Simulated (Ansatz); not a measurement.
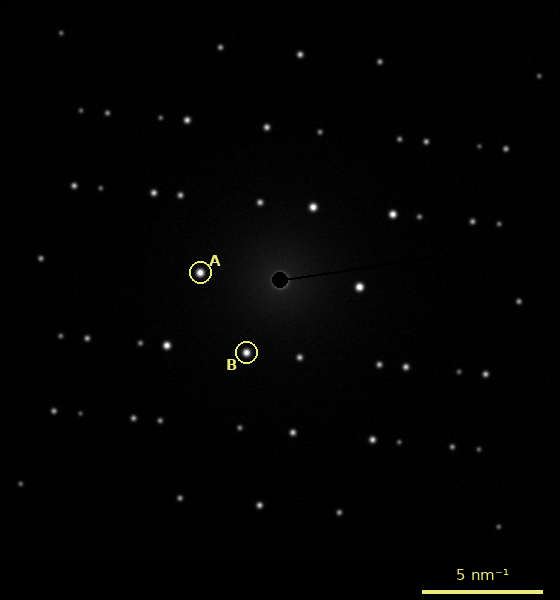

Kinematic zone-axis pattern, calculated for 100 keV electrons with B = 0.5 Å². Two individuals of a reflection twin are superposed (a geometric construction: whether this twin forms is not tested; the second individual is smaller and so fainter). Crystal: Co, space group Fd-3m (No. 227), a = 5.16 Å, zone axis [110]. Structure: the end point of a relaxation with Ansatz 0.2.0, DFT, BLYP, plane waves (420 eV) with PAW, scalar-relativistic; the starting structure was generated, so it need not be a known form of this composition.

| atom | site | symmetry | x | y | z |
| --- | --- | --- | --- | --- | --- |
| Co | 8b | -43m | 0.2500 | 0.2500 | 0.7500 |

In the first individual spot A is -1 1 -1 and spot B is -1 1 1.

> Find the twin plane.

(1-11). The spot positions of the combined pattern are mirror-symmetric about the row through 1 -1 1 (d = 2.977 Å), which both individuals share, while a single individual has only symmetry 2mm without that mirror line. Friedel's law adds the mirror line at right angles, so a twin on (1-1-2) would give the same picture; the more widely spaced plane was used.

> Which other reflections coincide?

Off the common row, 2 -2 -4, 1 -1 -5, 3 -3 -3 and their kin fall on spots of the second individual; about 20 % of the first individual's visible spots are shared.
